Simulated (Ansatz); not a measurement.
# Si2W: what the fields show

The calculation's input:

```
crystal:
  lattice:
    - [-1.6094845769, 1.6094845769, 3.9229619805]
    - [1.6094845769, -1.6094845769, 3.9229619805]
    - [1.6094845769, 1.6094845769, -3.9229619805]
  atoms:
    - { symbol: Si, position: [0.3344725098, 0.3344725098, 0.0] }
    - { symbol: Si, position: [0.6655274902, 0.6655274902, 0.0] }
    - { symbol: W, position: [0.0, 0.0, 0.0] }
basis:
  ecutwfc: 420
  ecutrho_ratio: 4
kpoints:
  mp_grid: { grid: [14, 14, 14] }
hamiltonian:
  xc: pbe
scf:
  occupations: { method: gaussian, width: 0.05 }
output:
  forces: true
  stress: true
  eigenvalues: true
  eigenstates:
    nscf_kmesh: { grid: [26, 26, 26] }
    de_dk: true
    e_range: [-2.5, 2.5]
  write_density: true
  write_potential: true
  elf: true
  volumetric_format: npy
```

Run with:

```sh
ansatz run input.yaml --threads 4 --pin off --max-ram 9216MiB --backend cpu --events-out ev --progress --plain --runs-dir out
```

Below, planes, directions and counts refer to the conventional cell (a = 3.22 Å, b = 3.22 Å, c = 7.85 Å, α = 90.00°, β = 90.00°, γ = 90.00°).

Space group I4/mmm; started from the Si2W prototype; computed pressure about 2 GPa in this cell.

Level of theory: DFT PBE, scalar-relativistic, plane waves, PAW in Ansatz.

In a PAW calculation such maps are meaningful between the atoms, not at the nuclei.

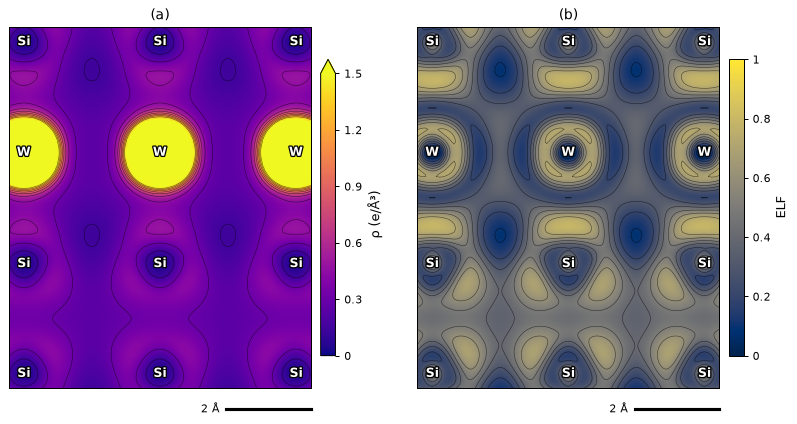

Figure 1. (a) valence electron density; (b) ELF on the (010) plane of the conventional cell.

### Describe what can be read from this map.

The plane passes through Si and W nuclei.
Si–W (2.62 Å): ρ is about 0.41 e/Å³ halfway; the ELF peaks at about 0.80 in the valence shell of Si, 0.9 Å from its nucleus, and is about 0.45 at the midpoint.
Between the atoms the lowest density in this plane is 0.14 e/Å³.
The features right at W lie inside the PAW spheres, where the map follows smoothed inner orbitals and isn't to be read closely.

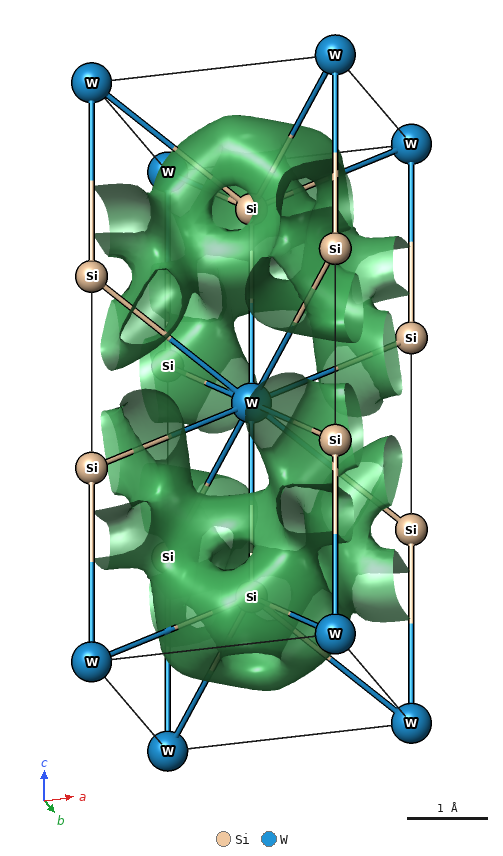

Figure 2. Isosurface of the electron localisation function at 0.55 (green), seen at an oblique angle. Only the valence region is drawn (cores and ρ < 0.01 e/Å³ removed). Sticks mark near contacts.

### Describe the localisation domains.

At this value the surface marks out sheets that run through the cell in two directions, counted in one cell of 6 atoms. Any copies at cell faces, edges or corners count once.

### Metal or insulator at this level of theory?

It is gapless in this calculation (a metal or semimetal).
